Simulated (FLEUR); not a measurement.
## PbO: 7 runs along one coordinate

System: PbO (P4/nmm, 4 atoms in the cell).
Method: Kohn-Sham DFT of a periodic cell, PBE, all-electron, no spin polarisation (FLEUR MaX-R8.1 (later development tree)).

The 7 runs differ only in the geometry, by an even scaling of the cell at fixed fractional positions. The structure derives from an entry of the Crystallography Open Database.

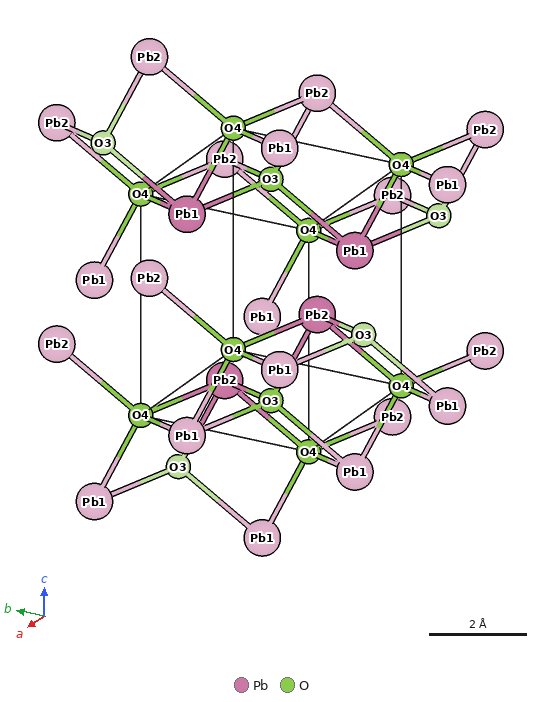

Figure 1. The structure of run 4 (ball-and-stick view of the cell of the calculation, seen at an oblique angle; neighbours outside the cell are drawn fainter; atoms are numbered from 1 in the order of the input).

### Input of run 4
```
<?xml version="1.0" encoding="UTF-8" standalone="no"?>
<fleurInput fleurInputVersion="0.39">
   <comment>
      PbO                                                                                                 
   </comment>
   <calculationSetup>
      <cutoffs Kmax="4.49" Gmax="13.9" GmaxXC="13.9" numbands="0"/>
      <scfLoop itmax="60" minDistance="0.00001" maxIterBroyd="15" imix="Anderson" alpha="0.05" precondParam="0.0" spinf="2.0" sdNocoIR="T"/>
      <coreElectrons ctail="T" frcor="F" kcrel="0" coretail_lmax="0"/>
      <xcFunctional name="pbe" relativisticCorrections="F"/>
      <magnetism jspins="1"/>
      <soc l_soc="F" theta="0.0" phi="0.0" spav="F"/>
      <expertModes spex="0" secvar="F"/>
      <geometryOptimization l_f="T" forcealpha="1.0" forcemix="BFGS" epsdisp="0.0005" epsforce="0.0002"/>
      <ldaU l_linMix="F" mixParam="0.05" spinf="1.0"/>
   </calculationSetup>
   <cell>
      <bzIntegration valenceElectrons="52.0" mode="hist" fermiSmearingEnergy="0.00183747">
         <kPointListSelection listName="default-1"/>
         <!-- k-points included here -->
         <xi:include xmlns:xi="http://www.w3.org/2001/XInclude" href="kpts.xml"> </xi:include>
      </bzIntegration>
      <!-- symmetry operations included here -->
      <xi:include xmlns:xi="http://www.w3.org/2001/XInclude" href="sym.xml"> </xi:include>
      <bulkLattice scale="1.0">
         <bravaisMatrix>
            <row-1>    7.5400072371539997     0.0000000000000000     0.0000000000000000</row-1>
            <row-2>    0.0000000000000000     7.5400072371539997     0.0000000000000000</row-2>
            <row-3>    0.0000000000000000     0.0000000000000000     9.4675278842459996</row-3>
         </bravaisMatrix>
      </bulkLattice>
   </cell>
   <atomSpecies>
      <species name="Lead (Pb)" element="Pb" atomicNumber="82">
         <mtSphere radius="2.4" gridPoints="817" logIncrement="0.016"/>
         <atomicCutoffs lmax="10" lnonsphr="8"/>
         <electronConfig flipSpins="F">
            <coreConfig>(1s1/2) (2s1/2) (2p1/2) (2p3/2) (3s1/2) (3p1/2) (3p3/2) (4s1/2) (3d3/2) (3d5/2) (4p1/2) (4p3/2) (4d3/2) (4d5/2) (4f5/2) (4f7/2) (5s1/2)</coreConfig>
            <valenceConfig>(5p1/2) (5p3/2) (6s1/2) (5d3/2) (5d5/2) (6p1/2) (6p3/2)</valenceConfig>
            <stateOccupation state="(6p1/2)" spinUp="0.333333" spinDown="0.333333"/>
            <stateOccupation state="(6p3/2)" spinUp="0.666667" spinDown="0.666667"/>
         </electronConfig>
         <energyParameters s="6" p="6" d="5" f="5"/>
         <lo type="SCLO" l="1" n="5" eDeriv="0"/>
         <lo type="SCLO" l="1" n="5" eDeriv="1"/>
         <lo type="SCLO" l="0" n="6" eDeriv="2"/>
         <lo type="SCLO" l="2" n="5" eDeriv="2"/>
         <lo type="SCLO" l="3" n="5" eDeriv="2"/>
      </species>
      <species name="Oxygen (O)" element="O" atomicNumber="8">
         <mtSphere radius="1.56" gridPoints="533" logIncrement="0.02"/>
         <atomicCutoffs lmax="8" lnonsphr="6"/>
         <electronConfig flipSpins="F">
            <coreConfig>(1s1/2)</coreConfig>
            <valenceConfig>(2s1/2) (2p1/2) (2p3/2)</valenceConfig>
            <stateOccupation state="(2p1/2)" spinUp="0.666667" spinDown="0.666667"/>
            <stateOccupation state="(2p3/2)" spinUp="1.333333" spinDown="1.333333"/>
         </electronConfig>
         <energyParameters s="2" p="2" d="3" f="4"/>
         <lo type="SCLO" l="0" n="2" eDeriv="2"/>
         <lo type="SCLO" l="1" n="2" eDeriv="2"/>
         <lo type="SCLO" l="2" n="3" eDeriv="2"/>
      </species>
   </atomSpecies>
   <atomGroups>
      <atomGroup species="Lead (Pb)">
         <relPos label="                   1">1.000/4.000 -1.000/4.000 -6.000/25.000</relPos>
         <relPos label="                   2">-1.000/4.000 1.000/4.000 6.000/25.000</relPos>
         <force calculate="T" relaxXYZ="TTT"/>
      </atomGroup>
      <atomGroup species="Oxygen (O)">
         <relPos label="                   3">1.000/4.000 1.000/4.000 .0000000000</relPos>
         <relPos label="                   4">-1.000/4.000 -1.000/4.000 .0000000000</relPos>
         <force calculate="T" relaxXYZ="TTT"/>
      </atomGroup>
   </atomGroups>
   <output dos="F" band="F" slice="F">
      <checks vchk="F" cdinf="F"/>
      <bandDOS minEnergy="-.5*Htr" maxEnergy="0.5*Htr" sigma="0.015" storeEVData="T"/>
      <vacuumDOS vacdos="F" integ="F" star="F" nstars="0" locx1="0.0" locy1="0.0" locx2="0.0" locy2="0.0" nstm="0" tworkf="0.0"/>
      <unfoldingBand unfoldBand="F" supercellX="1" supercellY="1" supercellZ="1"/>
      <plotting iplot="0" polar="F">
         <plot TwoD="T" vec1="  1.0  0.0  0.0" vec2="  0.0  1.0  0.0" vec3="  0.0  0.0  1.0" zero="  0.0  0.0  0.0" file="plot"/>
      </plotting>
      <chargeDensitySlicing numkpt="0" minEigenval="0.0" maxEigenval="0.0" nnne="0" pallst="F"/>
      <specialOutput eonly="F"/>
      <moessbauerParams electricFieldGradient="T" isomerShift="T" coreHyperfine="T" valenceHyperfine="T"/>
      <magneticCircularDichroism mcd="F" energyLo="-10.0" energyUp="0.0"/>
   </output>
  <!-- We include the file relax.xml here to enable relaxations (see documentation) -->
  <xi:include xmlns:xi="http://www.w3.org/2001/XInclude" href="relax.xml"> <xi:fallback/> </xi:include>
</fleurInput>
```

Command:
```bash
inpgen -f crystal.txt -profile fastHighL; fleur_MPI
```

Lattice vectors (Å) and fractional positions of run 4:
```
   3.990000    0.000000    0.000000
   0.000000    3.990000    0.000000
   0.000000    0.000000    5.010000
Pb  0.500000  0.000000  0.760000
Pb  0.000000  0.500000  0.240000
O   0.500000  0.500000  0.000000
O   0.000000  0.000000  0.000000
```

Run 3 has the same physical settings and fractional positions; its lattice vectors (Å) are:
```
   3.963221    0.000000    0.000000
   0.000000    3.963221    0.000000
   0.000000    0.000000    4.976375
```

### Results, with one run withheld

| run | volume per atom (Å³) | free energy per atom, from the lowest run given (meV) | gap on the mesh (eV) |
| --- | --- | --- | --- |
| 1 | 18.744 | 51.14 | 1.31 |
| 2 | 19.142 | 31.12 | 1.35 |
| 3 | 19.541 | ? | ? |
| 4 | 19.940 | 6.79 | 1.41 |
| 5 | 20.339 | 1.46 | 1.44 |
| 6 | 20.738 | 0.00 | 1.47 |
| 7 | 21.136 | 2.01 | 1.49 |

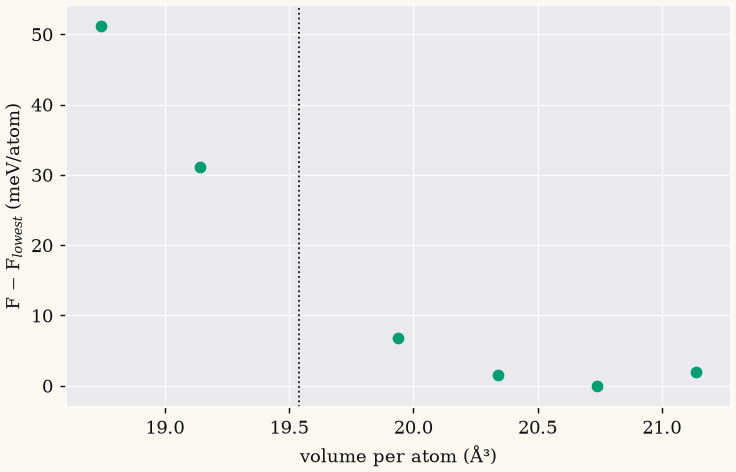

Figure 2. Free energy per atom of the runs given; the dotted line marks run 3.

What should run 3 give?

A cubic polynomial in V^(−2/3) (the Birch–Murnaghan form), fitted to the 6 runs given, misses them by at most 0.01 meV per atom. With x = V^(−2/3) − 0.13583 Å⁻², it reads F = 6.1483 + 3901.5 x + 6.2339e+05 x² + 2.0056e+06 x³ (meV per atom). At run 3 it gives 16.51 meV per atom, and the run itself gives 16.53. The fit has its minimum at 20.698 Å³ per atom, where V d²F/dV² gives 73.2 GPa. Cell shape and fractional positions are held, so this is the stiffness under even scaling; the relaxed bulk modulus wasn't computed and can be far lower in a crystal of layers, chains or molecules like this one. The gap on the mesh goes, without turning, from 1.31 eV in run 1 to 1.49 eV in run 7; run 3 has 1.38 eV. These are gaps of this functional on this mesh, which can miss the band edges; they aren't the measured gap.

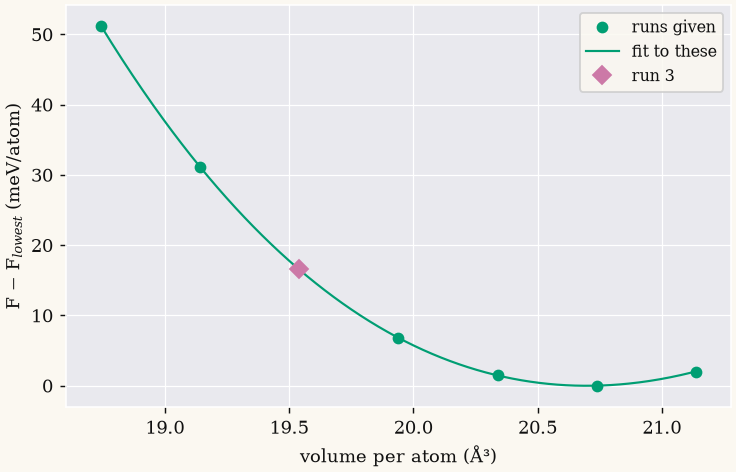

Figure 3. The fit and the withheld run.

### Output (run 3)
```
Welcome to FLEUR        (www.flapw.de)
      MaX-Release 8.1          (www.max-centre.eu)

 ========== k-point set info ==========
 Selected k-point list: default-1
 k-point list type: mesh
 7 x 7 x 6
 Number of k points: 40

 ------------Calculation Setup---------------------------
 Number of MPI-tasks      :            1
 Number of PE/node        :            1
 Number of OMP-threads    :            1
 Most efficient MPI parallelization for:
           1           2           4           5           8          10          20          40
 Additional eigenvalue parallelization possible
 Number of basis functions:          961
 Approximate size of matrices (H+S) per k-point:         0.014 GB
 --------------------------------------------------------

 Iteration:     1   Distance:      24.28543913 me/bohr^3

 Iteration:     2   Distance:      20.30841283 me/bohr^3

 Iteration:     3   Distance:       8.71550745 me/bohr^3

 Iteration:     4   Distance:      10.05875303 me/bohr^3

 Iteration:     5   Distance:       1.66179717 me/bohr^3

 Iteration:     6   Distance:       0.74337267 me/bohr^3

 Iteration:     7   Distance:       0.46751458 me/bohr^3

 Iteration:     8   Distance:       0.08908996 me/bohr^3

 Iteration:     9   Distance:       0.06905581 me/bohr^3

 Iteration:    10   Distance:       0.02447588 me/bohr^3

 Iteration:    11   Distance:       0.01050158 me/bohr^3

 Iteration:    12   Distance:       0.00389465 me/bohr^3

 Iteration:    13   Distance:       0.00034838 me/bohr^3

 Iteration:    14   Distance:       0.00033078 me/bohr^3

 Iteration:    15   Distance:       0.00012604 me/bohr^3

 Iteration:    16   Distance:       0.00010958 me/bohr^3

 Iteration:    17   Distance:       0.00006034 me/bohr^3

 Iteration:    18   Distance:       0.00001773 me/bohr^3

 Iteration:    19   Distance:       0.00000610 me/bohr^3

 ********************************************************************
 Run finished successfully
 Stop message:
   all done
 ********************************************************************
```

Notes: Spin–orbit coupling is left out, which matters for Pb.
